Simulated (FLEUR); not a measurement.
System: bcc Mo, space group Im-3m, 1 atom in the primitive cell. The cell is scaled at fixed shape and fractional positions; at the middle volume, cubic a = 3.168 Å. Computed with FLEUR MaX-R8.1 (later development tree): PBEsol, all-electron, no spin polarisation, no spin-orbit coupling, 12×12×12 k mesh, Fermi-Dirac smearing of 0.05 eV.

It is a metal. At 15.89 Å³/atom some levels near the Fermi level are P double above at +2.43 eV, Γ double above at +1.67 eV, Γ triple below at −1.28 eV and Γ band bottom at −7.17 eV (named by k point, degeneracy and side).

### How does each level move against the Fermi level from 14.94 Å³/atom to 16.85 Å³/atom?

P double above goes from +2.66 to +2.22 eV, Γ double above goes from +1.79 to +1.55 eV, Γ triple below goes from −1.39 to −1.19 eV and Γ band bottom goes from −7.35 to −6.97 eV. The Fermi level lies 7.35 eV above the band bottom at the smallest volume and 6.97 eV at the largest, a power law of about V^−0.44.

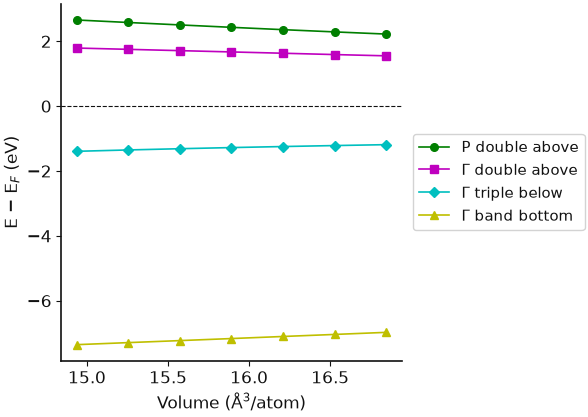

Levels at named k points against volume, from the Fermi level of each run. Each is named by its point, its degeneracy (spin aside) and its side of the Fermi level at the middle volume, where it is the nearest level on that side; the band bottom is the lowest valence level above the core-like shells.

```
       volume  P double above (eV)  Γ double above (eV)  Γ triple below (eV)  Γ band bottom (eV)
14.94 Å³/atom                 2.66                 1.79                −1.39               −7.35
15.26 Å³/atom                 2.58                 1.75                −1.35               −7.29
15.57 Å³/atom                 2.50                 1.71                −1.31               −7.23
15.89 Å³/atom                 2.43                 1.67                −1.28               −7.17
16.21 Å³/atom                 2.36                 1.63                −1.25               −7.10
16.53 Å³/atom                 2.29                 1.59                −1.22               −7.04
16.85 Å³/atom                 2.22                 1.55                −1.19               −6.97
```

The Fermi level is that of this mesh and smearing.
